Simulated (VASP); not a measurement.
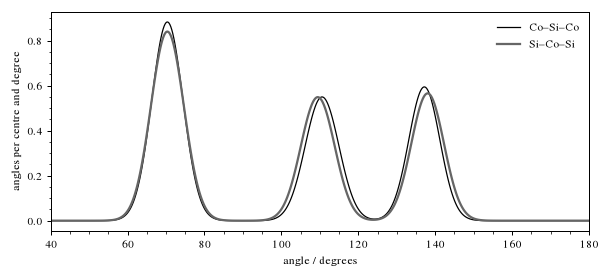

Bond-angle distributions computed from the structure of CoSi; each angle is a Gaussian of σ = 4.0°. Bonds counted: Co–Si up to 2.89 Å. Structure used: the end point of a relaxation with VASP, VASP Kohn-Sham DFT of a periodic cell, PBE, VASP PAW PBE potentials, minimal.

### Give the groups of angles for each curve.

Co–Si–Co: 70–71° (9 per centre); 109–112° (6 per centre); 137–138° (6 per centre)
Si–Co–Si: 69–72° (9 per centre); 108–111° (6 per centre); 137–139° (6 per centre)

The structure has space group P2_13 (No. 198); other forms of this composition would give other results.
